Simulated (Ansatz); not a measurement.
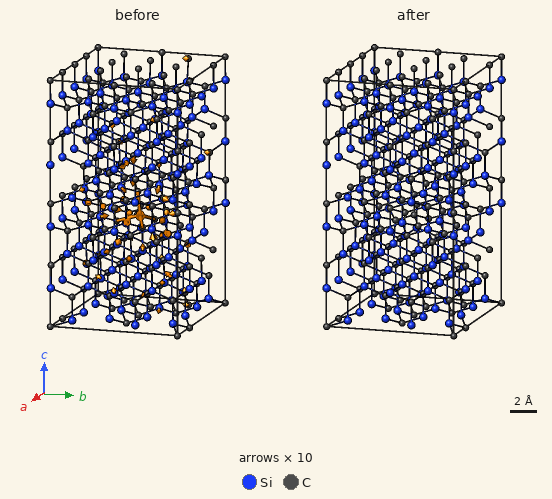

The structure of a defect cell of composition Si127C129 before (left) and after (right) a relaxation, at one scale. The orange arrows give the displacements, magnified 10 times.

Style: ball-and-stick. Shown: the cell of the calculation (origin shifted), slightly off an axis.

Computed with DFT, PBEsol, PAW, plane waves (Ansatz 0.2.0). Settings: plane-wave cutoff 420 eV; k-point mesh 1 × 1 × 1; mesh shifted by (0.25, 0.25, 0.25); no spin polarisation; atoms relaxed in a fixed cell; force threshold 0.03 eV/Å; at most 80 steps.

What changed between the two?

Answer. The largest moves, 0.25 Å, are those of C atoms. By element the largest moves are C 0.25 Å, Si 0.10 Å. The cell stays as it was. Near-neighbour distances that change, for instance: C–C 1.933 → 1.657 Å, C–C 1.894 → 1.658 Å, C–C 1.876 → 1.661 Å, C–Si 1.992 → 1.884 Å. Among the angles between lasting bonds that change: Si–C–Si 113.0° → 106.3°, Si–C–Si 110.6° → 104.0°, Si–C–Si 109.8° → 103.7°. After 5 geometry steps the energy has fallen by 5.462 eV per cell of the calculation. The largest force component goes from 2.8 to 0.015 eV/Å.
